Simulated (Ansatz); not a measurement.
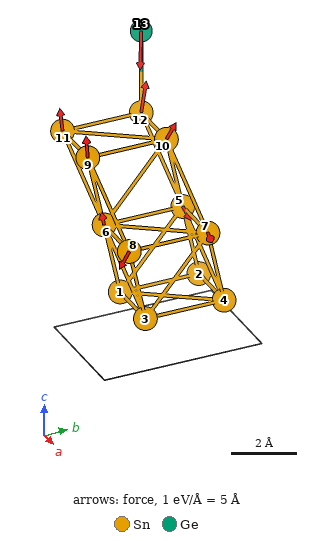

Starting geometry of a slab of composition Sn12Ge (cut from the I4/mmm phase) with the computed forces as red arrows. The picture is a ball-and-stick view of the cell of the calculation, outlined in the plane, without the vacuum, seen slightly off an axis.

Case: Ge put at a top Sn site. The slab is the (1 0 1) face of Sn with Ge on it. 4 atoms are held fixed.

All numbers below come from DFT PBE, scalar-relativistic, plane waves, PAW (Ansatz).

Input file:
```yaml
crystal:
  lattice:
    - [6.9621709817, 0.0, 0.0]
    - [-3.4810854908, 5.7835781781, 0.0]
    - [0.0, 0.0, 24.5598366634]
  atoms:
    - { symbol: Sn, position: [0.1811365792, 0.3622731584, 0.3460935069] }
    - { symbol: Sn, position: [0.1811365792, 0.8622731584, 0.3460935069] }
    - { symbol: Sn, position: [0.6811365792, 0.3622731584, 0.3460935069] }
    - { symbol: Sn, position: [0.6811365792, 0.8622731584, 0.3460935069] }
    - { symbol: Sn, position: [0.3524391277, 0.7048782554, 0.4523811249] }
    - { symbol: Sn, position: [0.3524391277, 0.2048782554, 0.4523811249] }
    - { symbol: Sn, position: [0.8524391277, 0.7048782554, 0.4523811249] }
    - { symbol: Sn, position: [0.8524391277, 0.2048782554, 0.4523811249] }
    - { symbol: Sn, position: [0.5231154314, 0.0462308628, 0.5588066419] }
    - { symbol: Sn, position: [0.5231154314, 0.5462308628, 0.5588066419] }
    - { symbol: Sn, position: [0.0231154314, 0.0462308628, 0.5588066419] }
    - { symbol: Sn, position: [0.0231154314, 0.5462308628, 0.5588066419] }
    - { symbol: Ge, position: [0.0231154314, 0.5462308628, 0.6646705381] }
basis:
  ecutwfc: 420
kpoints:
  mp_grid: { grid: [5, 5, 1] }
hamiltonian:
  xc: pbe
scf:
  occupations: { method: gaussian, width: 0.1 }
output:
  forces: true
  eigenvalues: true
  write_density: true
  write_potential: true
  elf: true
  volumetric_format: npy
relax:
  adjacent_minimum: "off"
  f_tol: 0.03
  max_steps: 70
  constraints: [{ sites: [0, 1, 2, 3] }]
efield:
  axis: 3
  dipole_correction: true
  ramp_width: 0.04
```

Command:
```bash
ansatz run input.yaml --threads 2 --pin off --max-ram 5120MiB --backend cpu --events-out ev --progress --plain --runs-dir out
```

### Is this structure relaxed? If not, where do the atoms go?

It isn't relaxed: the largest force vector, on Ge13, is 0.25 eV/Å. The final displacements follow the starting forces only in part (cosine between the two patterns 0.30). Over 15 accepted moves (16 points after the start) the energy falls by 1.367 eV per cell of the calculation. The largest force component goes from 0.25 to 0.026 eV/Å. The line search rejected the trial step at point 14 of the run. The largest move is that of Ge13, 1.19 Å at 52° to the normal (−c side). By element the largest moves are Ge 1.19 Å, Sn 1.08 Å. The lattice vectors keep their values. Near-neighbour distances that change, for instance: Sn11–Ge13 4.261 → 2.742 Å, Sn8–Sn12 3.276 → 4.146 Å, Sn5–Sn9 3.276 → 3.850 Å, Sn11–Sn12 3.375 → 3.704 Å. Bond angles that change, for instance: Sn9–Sn12–Ge13 90.0° → 126.1°, Sn5–Sn12–Ge13 143.0° → 121.4°, Sn5–Sn12–Sn11 92.0° → 111.8°.

Limits of the set-up: the periodic images lie only 6.8 Å apart, so the values are limited by the cell's size.
